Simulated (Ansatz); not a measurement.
Crystal: Ir, the input geometry of an electronic-structure calculation (not necessarily at equilibrium); the starting structure was generated, so it need not be a known form of this composition.

```xyz
2
Lattice="3.0478 0.0000 0.0000 0.0000 3.0478 0.0000 0.0000 0.0000 3.0478" Properties=species:S:1:pos:R:3 pbc="T T T"
Ir    0.0000    0.0000    0.0000
Ir    1.5239    1.5239    1.5239
```

Q: What does its first Brillouin zone look like, and which path through it is standard?

A: It has a body-centred cubic lattice (cI; extended symbol cI1). The zone is a rhombic dodecahedron in its combinatorial type: 12 faces (12 with 4 edges), 24 edges, 14 vertices. Path: Γ–H–N–Γ–P–H | P–N.

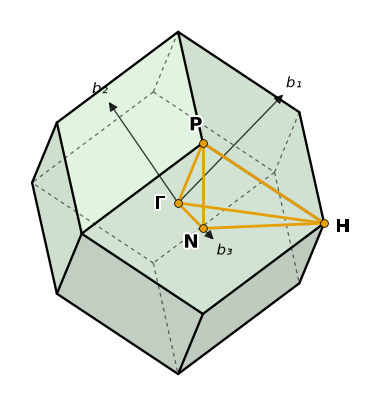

Labels and path follow the convention of Hinuma et al. (2017), as computed by seekpath; the arrows show the directions of the reciprocal primitive vectors b₁, b₂, b₃, in which coordinates are given; lengths include the factor 2π.

```json
{"point": "Γ", "k₁": "0", "k₂": "0", "k₃": "0", "length of k (1/Å)": "0.000"}
{"point": "H", "k₁": "1/2", "k₂": "−1/2", "k₃": "1/2", "length of k (1/Å)": "2.062"}
{"point": "P", "k₁": "1/4", "k₂": "1/4", "k₃": "1/4", "length of k (1/Å)": "1.785"}
{"point": "N", "k₁": "0", "k₂": "0", "k₃": "1/2", "length of k (1/Å)": "1.458"}
```
